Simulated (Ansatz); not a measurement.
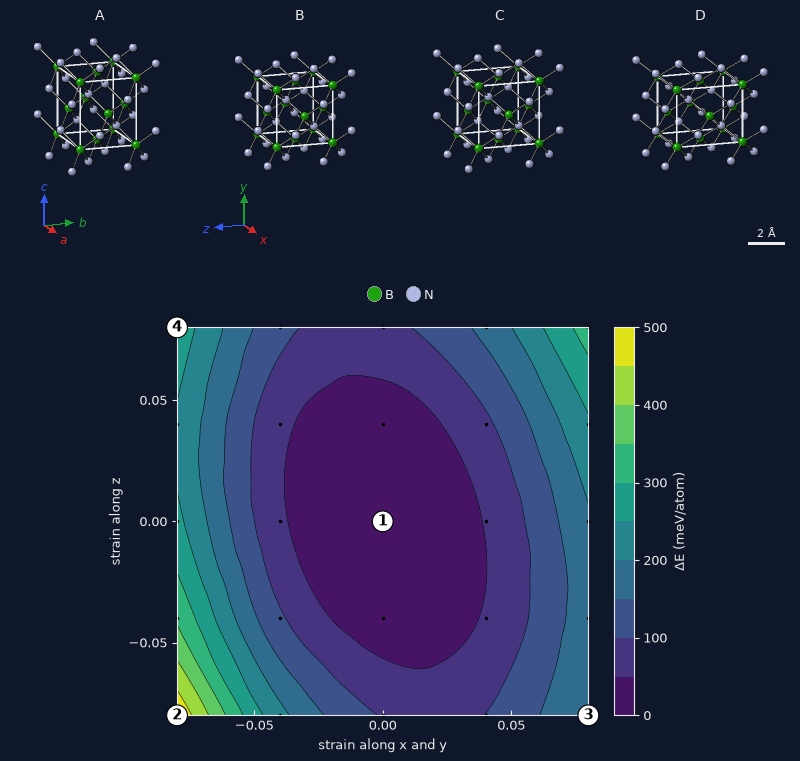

A scan of crystalline BN (F-43m): the cell is strained equally along x and y and separately along z, with the atoms kept at their fractional coordinates. x, y and z are the Cartesian axes of the input. The map is interpolated between the computed points (dots). The frames are shuffled; each belongs to one numbered point. Style: ball-and-stick. Shown: the conventional cell (4 times the calculation's cell), slightly off an axis. Lengths and directions refer to the drawn axes.

Method: DFT PBE, scalar-relativistic, plane waves, PAW in Ansatz. (plane-wave cutoff 420 eV; k-point mesh 12 × 12 × 12; occupations gaussian; smearing width 0.05 eV; no spin polarisation). Energies (free energies at the smearing named) are counted from the cell as listed in its source, which wasn't relaxed.

> Which frame belongs to which numbered point?

Point 1 is frame C, at (0.000, 0.000) and 0 meV/atom; 2 is frame B, at (−0.080, −0.080) and 491 meV/atom; 3 is frame A, at (0.080, −0.080) and 202 meV/atom; 4 is frame D, at (−0.080, 0.080) and 280 meV/atom. In pairs of (strain along x and y; strain along z): the lowest computed point lies at (0.000, 0.000) (0 meV/atom), the highest at (−0.080, −0.080) (491 meV/atom). The valley is tilted: raising the in-plane strain is made harder by raising the strain along z (cross term 0.28 of the geometric mean of the two curvatures). Over the ranges scanned the energy rises more along the first axis, the in-plane strain. The pressure runs from −55.7 GPa at (0.080, 0.080) to 145.3 GPa at (−0.080, −0.080).
